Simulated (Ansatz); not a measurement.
System: Ir.

The calculation's input:

```
crystal:
  lattice:
    - [0.0, 1.996488, 2.073276]
    - [1.996488, 0.0, 2.073276]
    - [1.996488, 1.996488, 0.0]
  atoms:
    - { symbol: Ir, position: [0.0, 0.0, 0.0] }
basis:
  ecutwfc: 500
kpoints:
  mp_grid: { grid: [22, 22, 22] }
hamiltonian:
  xc: r2scan
scf:
  occupations: { method: gaussian, width: 0.15 }
output:
  forces: true
  stress: true
  eigenvalues: true
  write_density: true
  write_potential: true
  elf: true
  volumetric_format: npy
```

Command:

```sh
ansatz run input.yaml --threads 1 --pin off --max-ram 2560MiB --backend cpu --events-out ev --progress --plain --runs-dir out
```

Below, planes, directions and counts refer to the conventional cell (a = 2.82 Å, b = 2.82 Å, c = 4.15 Å, α = 90.00°, β = 90.00°, γ = 90.00°).

Space group I4/mmm; changed on purpose from its base cell (strain +0.040 along x and y, +0.080 along z, atoms carried along); computed pressure about −38 GPa in this cell; computed without spin polarisation.

Theory: DFT r2SCAN, scalar-relativistic, plane waves, PAW (Ansatz 0.2.0).

### What will maps of the valence pseudo-density and electron localisation function show?

Ir–Ir (2.82 Å): the density is about 0.37 e/Å³ at the midpoint; the ELF is about 0.35 at the midpoint (no shared electron pair shows on this line).
Ir–Ir (2.88 Å): ρ at the midpoint is about 0.34 e/Å³; the ELF is about 0.35 at the midpoint: no localised pair shows between them.

### Does the calculation make it a metal, or give it a gap?

It is gapless in this calculation (a metal or semimetal).

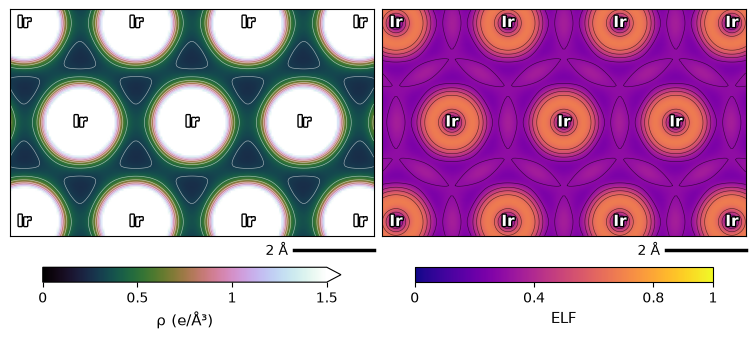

Computed valence pseudo-density and electron localisation function on the (011) plane of the conventional cell, in this order. 

Core electrons are frozen (PAW), and the valence fields are smoothed inside the atomic spheres.
